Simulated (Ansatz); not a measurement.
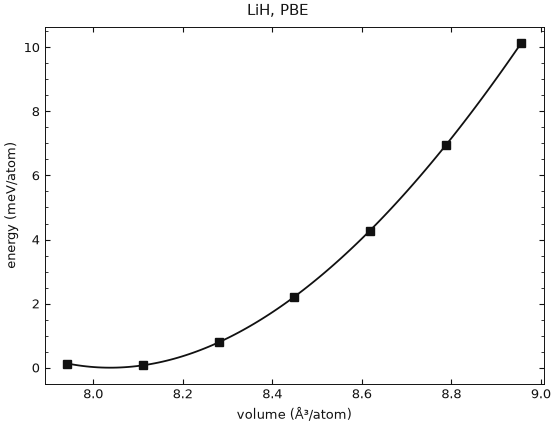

The plot gives the computed energy against volume for LiH, space group Fm-3m (No. 225).

Cell as given: a = 2.880 Å, b = 2.880 Å, c = 2.880 Å, α = 60.00°, β = 60.00°, γ = 60.00°; 2 atoms.

Computed with Ansatz 0.2.0: all-electron LAPW DFT, no spin polarisation; energies at scaled volumes of the given cell, shape and fractions fixed, counted from the fit's minimum, third-order Birch-Murnaghan fit. Level: PBE.

```tsv
setting	value
k mesh	11×11×11
occupations	Fermi–Dirac
smearing width	0.05 eV
potentials	all electron LAPW, scalar relativistic
program settings	basis error eV/atom 0.0005
```

Question: What equilibrium volume and bulk modulus follow from the curve?

Answer: A third-order Birch–Murnaghan fit gives V0 = 8.04 Å³/atom, B0 = 36.2 GPa and B′ = 3.3.

The computed values:

```tsv
volume (Å³/atom)	energy (meV/atom)
7.9422	0.13
8.1112	0.07
8.2802	0.79
8.4492	2.21
8.6181	4.28
8.7871	6.94
8.9561	10.13
```
